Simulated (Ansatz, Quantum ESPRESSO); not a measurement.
# 2H-WS2, 2 layers, AA' stacking: the dipole at a withheld member of a series

Method. Quantum ESPRESSO 7.5, PBE, PseudoDojo fully relativistic norm-conserving. Cell and atoms are relaxed without a field with a D3(BJ) correction and then held. Sawtooth field with dipole correction, 17 Å of vacuum in the starting cell, Fermi-Dirac smearing of 0.002 Ry; bands along a path at each field. Spin-orbit coupling with fully relativistic files. The series steps the field along the normal.

```tsv
field along the normal	dipole (e Å)
0 V/Å	0.0000
0.1 V/Å	0.0492
0.2 V/Å	0.0984
0.3 V/Å	0.1475
```

To predict: What is the dipole at 0.4 V/Å?

**Worked estimate.** The rows at 0.2 V/Å and 0.3 V/Å give a slope of (0.1475 − (0.0984))/(0.3 − (0.2)) = 0.491, so a straight line gives 0.1966 e Å. A parabola through these and the row at 0.1 V/Å gives 0.1965 e Å.

**Check.** 0.1967 e Å. The line misses by −0.0001 and the parabola by −0.0002 e Å. Both misses are under 5 % of the step from the nearer row.

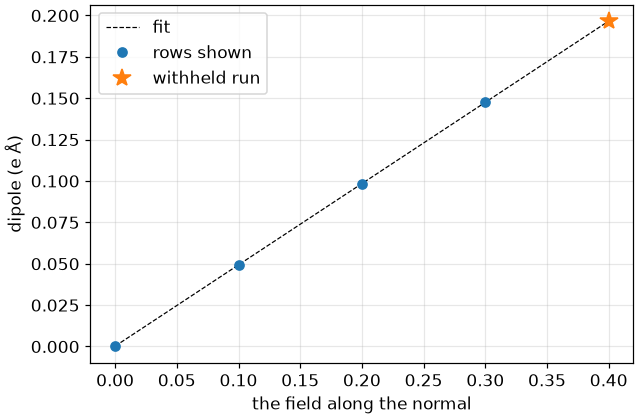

The rows shown, the fit and the withheld run.

**Limits.** Ions are held; semilocal gaps are too small; in strong fields empty levels can belong to the vacuum; one stacking. Members without a usable value, or on the other side of zero field or charge, are not listed.

[Logs are printed without paths, hosts, clocks, repeated set-up lines and the standing remarks that a program may print on its own settings, such as how far it seeks lower states.]
